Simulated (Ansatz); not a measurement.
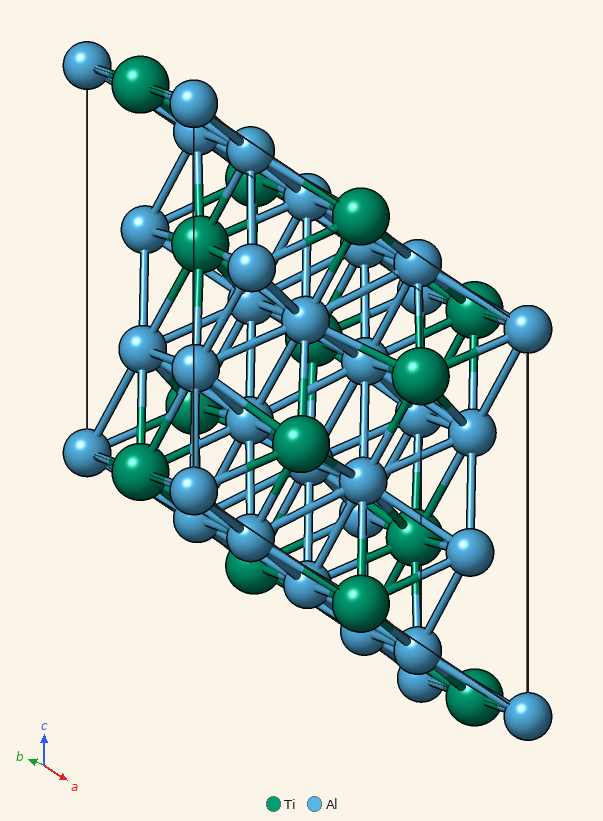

An orthographic ball-and-stick view of the structure, from a general direction. The parallelepiped is the conventional unit cell. Cell: a = 9.748 Å, b = 5.628 Å, c = 8.575 Å, α = 90.00°, β = 124.64°, γ = 90.00°.

Caption:

The material is TiAl$_{3}$. It is base-centred monoclinic, space group C2/m (No. 12). Cell content 6 Ti, 18 Al; Z = 6. Within bonding distance, the neighbour counts come to Ti 11 to 12 (mean 11.3) and Al 12. Not all metal-metal contacts are counted.

Provenance: a structure listed in the Materials Project. It was relaxed with DFT PBE, scalar-relativistic, plane waves, PAW in Ansatz 0.2.0 under a constraint or pressure on the cell, so some stress remains.
